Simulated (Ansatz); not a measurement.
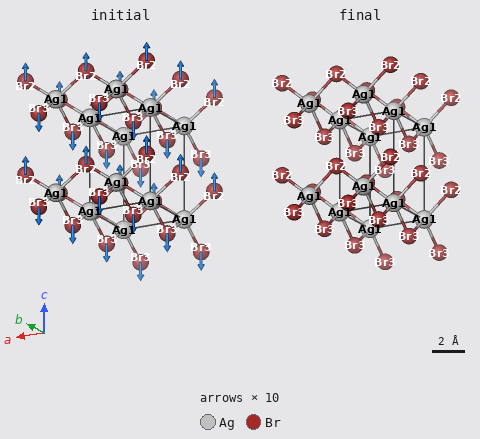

The structure of solid AgBr₂ (a generated structure, set up in P-4m2) (coarse preliminary run) before (left) and after (right) a relaxation, at one scale. The blue arrows give the displacements (the part carried along by the change of the cell is left out), 10 times their true length.

Style: ball-and-stick. Shown: the cell of the calculation, repeated 1 × 2 × 1 with one cell outlined, from a free direction.

Theory: Ansatz, DFT PBE, scalar-relativistic, plane waves, PAW.

The input:
```yaml
crystal:
  lattice:
    - [4.43520943, 0.0, 0.0]
    - [0.0, 4.43520943, 0.0]
    - [0.0, 0.0, 6.27233332]
  atoms:
    - { symbol: Ag, position: [0.0, 0.0, 0.0] }
    - { symbol: Br, position: [0.5, 0.0, 0.25] }
    - { symbol: Br, position: [0.0, 0.5, 0.75] }
basis:
  ecutwfc: 420
kpoints:
  mp_grid: { grid: [4, 4, 4] }
hamiltonian:
  xc: pbe
scf:
  occupations: { method: gaussian, width: 0.1 }
  lower_state_search: "off"
output:
  forces: true
  stress: true
  eigenvalues: true
relax:
  adjacent_minimum: "off"
  f_tol: 0.04
  max_steps: 70
  cell: { stress_tol: 0.4 }
```

Launched with:
```bash
ansatz run input.yaml --threads 1 --pin off --max-ram 2048MiB --backend cpu --events-out ev --progress --plain --runs-dir out
```

**What changed between the two?**

The largest moves relative to the cell, 0.13 Å, are those of Br2 and Br3. Br3 goes along −c. Ag stays in place. The volume changes by −21.1 %, with a = b 4.435 → 3.967 Å (−10.6 %), c 6.272 → 6.184 Å (−1.4 %). Among the contacts that change: Ag1–Br2 2.716 → 2.595 Å. Bond angles that change, for instance: Ag1–Br3–Ag1 109.5° → 99.7°, Br2–Ag1–Br2 109.5° → 99.7°, Br2–Ag1–Br3 109.5° → 114.6°. The space group stays P-4m2 (No. 115). The energy falls by 0.178 eV per cell of the calculation in 4 accepted moves (5 points after the start). Largest force component: 0.48 eV/Å at the start, 0.0078 eV/Å at the end. The pressure goes from −2.45 to 0.18 GPa. At 1 point the geometry stayed and the basis and grid were re-selected for the new cell (energy shift of 2.9 meV per cell of the calculation at most each time). The run took 24 s on 1 thread of Arm Neoverse V2, with other jobs on the host, peak memory 0.38 GiB.

Limits of the set-up: an odd number of electrons was run without spin polarisation, which fails if the electron would localise.
